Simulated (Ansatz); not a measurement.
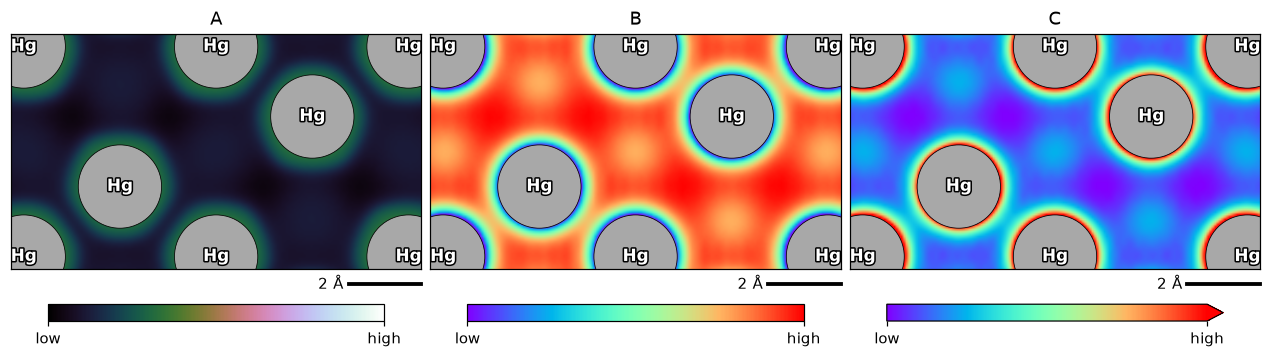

Hg: 3 fields on the (110) plane of the conventional cell, with unlabelled colour scales. Grey discs cover the atomic cores.

Space group P6₃/mmc; a structure from a database of computed crystals, not necessarily the ambient phase.

Method: Ansatz, DFT PBE+D3(BJ), scalar-relativistic, plane waves, PAW.

```
CELL_PARAMETERS angstrom
3.33750 0.00000 0.00000
-1.66875 2.89036 0.00000
0.00000 0.00000 10.58827
ATOMIC_POSITIONS crystal
Hg 0.00000 0.00000 0.00000
Hg 0.33333 0.66667 0.25000
Hg 0.00000 0.00000 0.50000
Hg 0.66667 0.33333 0.75000
```

Question: Match the panels to the quantities (electron localisation function, electrostatic potential energy of an electron and valence pseudo-density).

Answer: Panel A: electron localisation function. Panel B: electrostatic potential energy of an electron (low next to the atoms, rising into the space between them). Panel C: valence pseudo-density. From the grid: Hg–Hg (3.27 Å): ρ is about 0.14 e/Å³ halfway; the ELF is about 0.15 at the midpoint; no shared electron pair shows on this line.
